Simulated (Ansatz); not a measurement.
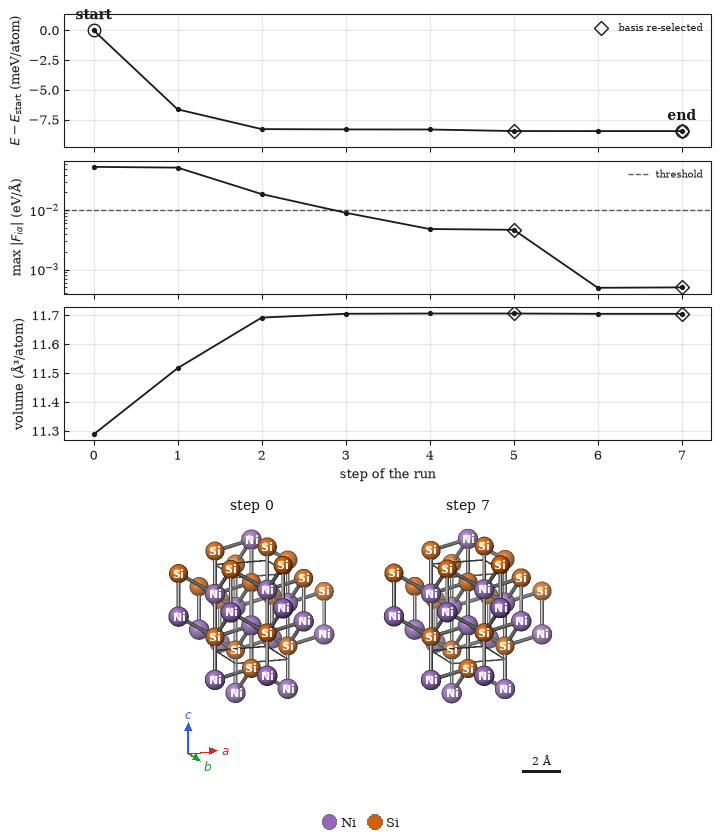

First and last geometry of a relaxation of solid SiNi (set up in Pmmn), with the history of the run. The picture is a ball-and-stick view of the cell of the calculation, seen from a free direction.

The run lets cell and atoms move.

All numbers below come from Kohn-Sham DFT of a periodic cell, PBE, Ansatz PAW in Ansatz 0.2.0.

Input
```yaml
crystal:
  lattice:
    - [2.94277066, 0.0, 0.0]
    - [0.0, 3.28032554, 0.0]
    - [0.0, 0.0, 4.67744676]
  atoms:
    - { symbol: Ni, position: [0.5, 0.5, 0.34249559], spin: 1.0 }
    - { symbol: Ni, position: [0.0, 0.0, 0.65750441], spin: 1.0 }
    - { symbol: Si, position: [0.5, 0.5, 0.84314316] }
    - { symbol: Si, position: [0.0, 0.0, 0.15685684] }
hamiltonian:
  xc: pbe
  pseudopotentials: { kind: paw }
magnetization:
  spin_polarized: true
kpoints:
  mp_grid: { grid: [9, 8, 6] }
scf:
  occupations: { method: fermi_dirac, width: 0.05 }
output:
  forces: true
  stress: true
  eigenvalues: true
  write_density: true
  write_potential: true
  elf: true
  volumetric_format: npy
relax:
  f_tol: 0.01
  max_steps: 40
  cell: { stress_tol: 0.05 }
```

Run as
```bash
ansatz run input.yaml --threads 2 --pin off --max-ram 5632MiB --backend cpu --events-out ev --progress --plain --runs-dir out
```

### What do the curves and the structures tell?

It converged. The atoms keep their places relative to the cell (all moves are under 0.005 Å). The volume changes by +3.7 %, with a 2.943 → 2.998 Å (+1.9 %), b 3.280 → 3.319 Å (+1.2 %), c 4.677 → 4.706 Å (+0.6 %). Some distances before and after: Ni–Si 2.368 → 2.399 Å, Ni–Si 2.336 → 2.351 Å. The space group stays Pmmn (No. 59). After 5 accepted moves (7 points after the start) the energy has fallen by 8.5 meV per atom. The largest force component goes from 0.054 to 0.0005 eV/Å. The pressure goes from 6.72 to 0.00 GPa. The SCF was repeated twice at an unchanged geometry on a basis and grid sized afresh for the cell, which shifted the energy by 0.1 meV per atom at most. The program noted that the starting moments weren't kept. Cost: 95 s on 2 threads of Intel(R) Xeon(R) Platinum 8375C CPU @ 2.90GHz (Ice Lake), with other jobs on the host, peak memory 0.56 GiB.
